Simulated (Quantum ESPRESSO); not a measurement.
**Energy of BN along an even scaling of the cell**

System: BN (4 atoms in the cell).
Method: Kohn-Sham DFT of a periodic cell, PBEsol, GBRV 1.5 PBEsol, no spin polarisation (Quantum ESPRESSO 7.5).

The 7 runs differ only in the geometry, by an even scaling of the cell at fixed fractional positions. The structure derives from a Materials Project entry.

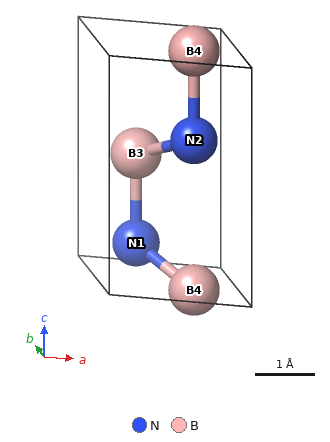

Figure 1. The structure of run 4 (ball-and-stick view of the cell of the calculation, seen slightly off an axis; atoms are numbered from 1 in the order of the input).

### Input of run 4
```
&CONTROL
  calculation = 'scf'
  prefix = 'pwscf'
  outdir = './tmp'
  pseudo_dir = './pseudo'
  tstress = .true.
  disk_io = 'nowf'
/
&SYSTEM
  ibrav = 0
  nat = 4
  ntyp = 2
  ecutwfc = 45
  ecutrho = 360
  nbnd = 14
  occupations = 'smearing'
  smearing = 'fd'
  degauss = 0.00367493
/
&ELECTRONS
  conv_thr = 8d-10
  electron_maxstep = 120
  mixing_beta = 0.5
/
ATOMIC_SPECIES
N     14.0070 n_pbesol_v1.2.uspp.F.UPF
B     10.8100 b_pbesol_v1.4.uspp.F.UPF
CELL_PARAMETERS angstrom
   2.5539396017    0.0000000000    0.0000000000
  -1.2769698009    2.2117765748    0.0000000000
   0.0000000000    0.0000000000    4.2268550000
ATOMIC_POSITIONS crystal
N      0.3333333333    0.6666666667    0.1252760000
N      0.6666666667    0.3333333333    0.6252760000
B      0.3333333333    0.6666666667    0.4997240000
B      0.6666666667    0.3333333333    0.9997240000
K_POINTS automatic
12 12 6 0 0 0
```

Command:
```bash
OMP_NUM_THREADS=1 mpirun -n 2 pw.x -nk 2 -in pw.in > pw.out
```

Lattice vectors (Å) and fractional positions of run 4:
```
   2.553940    0.000000    0.000000
  -1.276970    2.211777    0.000000
   0.000000    0.000000    4.226855
N   0.333333  0.666667  0.125276
N   0.666667  0.333333  0.625276
B   0.333333  0.666667  0.499724
B   0.666667  0.333333  0.999724
```

Run 5 differs from it as follows:
```diff
-   2.5539396017    0.0000000000    0.0000000000
-  -1.2769698009    2.2117765748    0.0000000000
-   0.0000000000    0.0000000000    4.2268550000
+   2.5708536019    0.0000000000    0.0000000000
+  -1.2854268010    2.2264245287    0.0000000000
+   0.0000000000    0.0000000000    4.2548482330
```

### Results, with one run withheld

| run | volume per atom (Å³) | free energy per atom, from the lowest run given (meV) | pressure (GPa) | gap on the mesh (eV) |
| --- | --- | --- | --- | --- |
| 1 | 5.611 | 16.36 | 20.00 | 4.86 |
| 2 | 5.730 | 4.89 | 10.73 | 4.90 |
| 3 | 5.850 | 0.00 | 2.29 | 4.94 |
| 4 | 5.969 | 1.12 | −5.37 | 4.97 |
| 5 | 6.088 | ? | ? | ? |
| 6 | 6.208 | 19.21 | −18.70 | 5.03 |
| 7 | 6.327 | 35.26 | −24.47 | 5.05 |

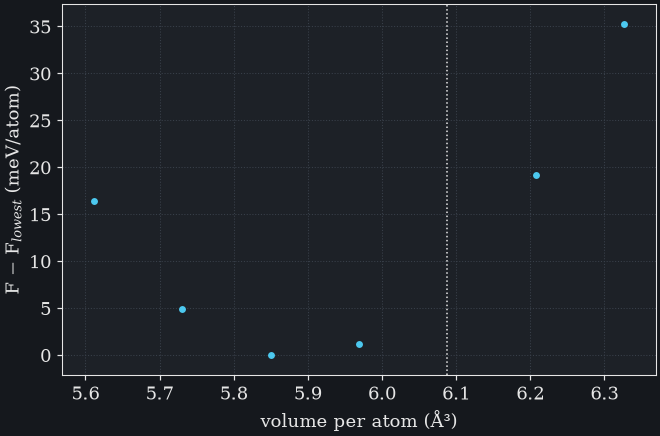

Figure 2. Free energy per atom of the runs given; the dotted line marks run 5.

Fit the runs given and predict run 5.

A cubic polynomial in V^(−2/3) (the Birch–Murnaghan form), fitted to the 6 runs given, misses them by at most 0.02 meV per atom. With x = V^(−2/3) − 0.30488 Å⁻², it reads F = 0.31949 − 633.86 x + 1.6981e+05 x² − 1.0827e+05 x³ (meV per atom). At run 5 it gives 7.64 meV per atom, and the run itself gives 7.68. The slope of the fit gives a pressure −dF/dV of −12.23 GPa there, and the run prints −12.35 GPa. The two needn't agree exactly: the fit is approximate, and the printed stress is taken on a finite basis. The fit has its minimum at 5.886 Å³ per atom, where V d²F/dV² gives 385 GPa. Cell shape and fractional positions are held, so this is the stiffness under even scaling; the relaxed bulk modulus wasn't computed. The gap on the mesh goes, without turning, from 4.86 eV in run 1 to 5.05 eV in run 7; run 5 has 5.00 eV. These are gaps of this functional on this mesh, which can miss the band edges; they aren't the measured gap.

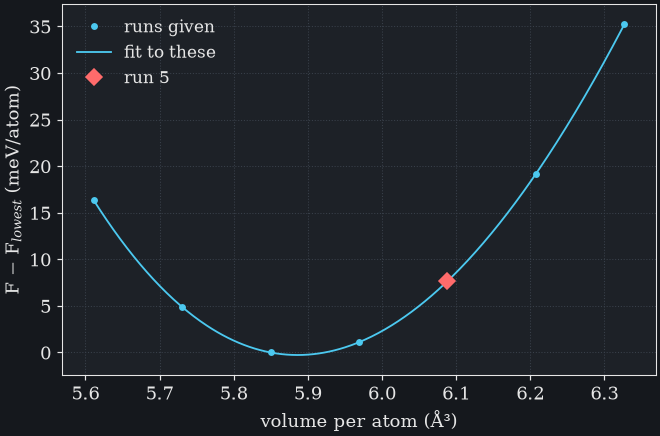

Figure 3. The fit and the withheld run.

### Some lines of the output (run 5)
```
[...]
     number of k points=    76  Fermi-Dirac smearing, width (Ry)=  0.0037
     total energy              =     -53.20842853 Ry
     total energy              =     -53.28611341 Ry
     total energy              =     -53.28851785 Ry
     total energy              =     -53.28880689 Ry
     total energy              =     -53.28887659 Ry
     total energy              =     -53.28889931 Ry
     total energy              =     -53.28889966 Ry
     total energy              =     -53.28889969 Ry
     the Fermi energy is    12.7262 ev
!    total energy              =     -53.28889969 Ry
     The total energy is F=E-TS. E is the sum of the following terms:
     Computing stress (Cartesian axis) and pressure
          total   stress  (Ry/bohr**3)                   (kbar)     P=     -123.49
```
